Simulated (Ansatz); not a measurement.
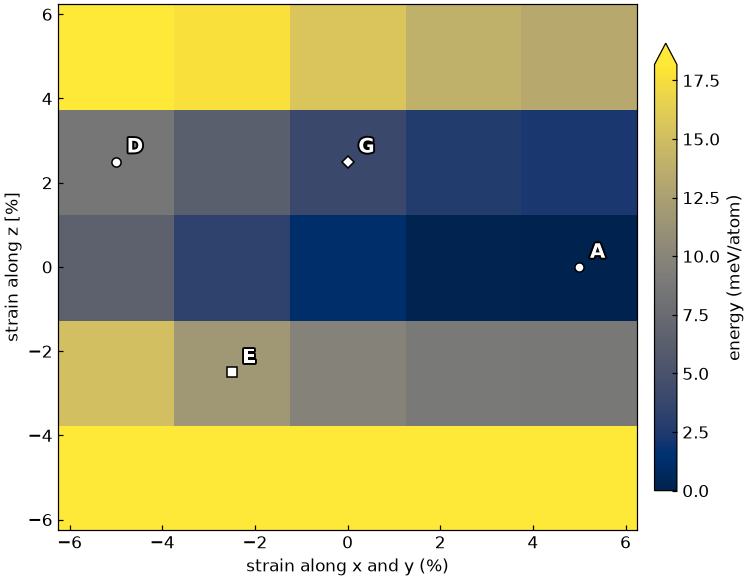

H (P4/mmm, No. 123; 1 atom in the cell). 
- The cell is strained homogeneously, by one strain along x and y and another along z, with fractional coordinates fixed (x along [1 0 0], z along [0 0 1] of the conventional cell).
- Coordinates scanned: (1) strain along x and y; (2) strain along z.
- Grid: 5 × 5 points.
- All energies are given in meV/atom relative to the lowest grid point.
- The D3 coefficients switch with the coordination numbers inside this range, which puts artificial structure into the map. The reference cell is the one listed in the database, not relaxed at this level.
- All numbers below come from DFT PBE+D3(BJ), scalar-relativistic, plane waves, PAW in Ansatz 0.2.0. Settings: cutoff 420 eV, k-mesh 10×10×26 in the order of the run's cell vectors, gaussian smearing 0.05 eV, no spin polarisation.

Drawn: one coloured cell a grid point, one colour for all values above the top of the scale, lettered points.

### Is E the lowest point of the computed grid?

No. E lies 11.7 meV/atom above the lowest grid point, which is at strain along x and y = 5.0 %, strain along z = 0.0 %.

### Rank the lettered points by energy, lowest first.

A (0.0 meV/atom), G (4.0 meV/atom), D (8.6 meV/atom), E (11.7 meV/atom).
